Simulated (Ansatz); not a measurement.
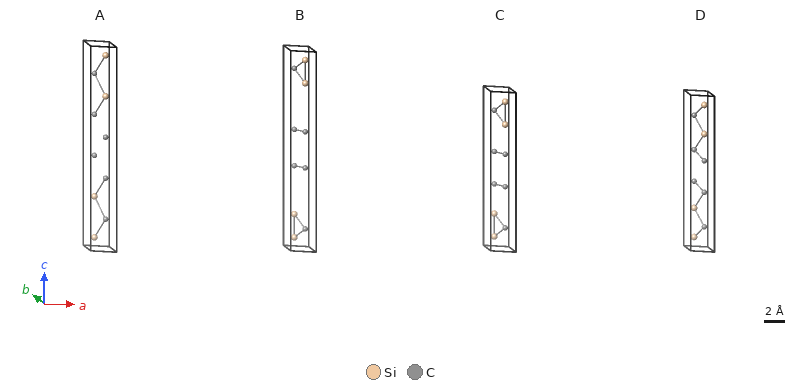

4 geometries from one relaxation of solid Si2C3 (a generated structure, set up in P-3m1) (coarse preliminary run), in shuffled order. Style: ball-and-stick. Shown: the cell of the calculation, slightly off an axis.

Computed with DFT PBE, scalar-relativistic, plane waves, PAW (Ansatz 0.2.0). (plane-wave cutoff 420 eV; k-point mesh 6 × 6 × 1; occupations gaussian; smearing width 0.1 eV; no spin polarisation; cell and atoms relaxed; force threshold 0.04 eV/Å; at most 70 steps)

### Order the frames from highest to lowest energy.

A, D, C, B. They are steps 0, 5, 12, 24, at +2577 meV per atom, +1261 meV per atom, +33.2 meV per atom relative to the last. The largest moves relative to the cell, 1.73 Å, are those of Si atoms. Largest moves by element: Si 1.73 Å, C 1.24 Å. Cell: a = b 2.726 → 2.662 Å (−2.3 %), c 21.397 → 20.909 Å (−2.3 %). Volume −6.8 %. Some distances before and after: C–Si 2.656 → 5.292 Å, Si–Si 4.279 → 2.424 Å, C–C 2.656 → 1.537 Å, C–Si 2.656 → 1.898 Å. New bonds form: C–C (2.66 → 1.54 Å). The space group stays P-3m1 (No. 164). Over 23 accepted moves (24 points after the start) the energy falls by 2577 meV per atom. The largest force component goes from 2.1 to 0.024 eV/Å. Pressure: −21.02 GPa at the start and −0.12 GPa at the end. At 1 point the geometry stayed and the basis and grid were re-selected for the new cell (energy shift of 1.1 meV per atom at most each time).

Limits of the set-up: the k-point mesh is coarse for a cell with partly filled bands.
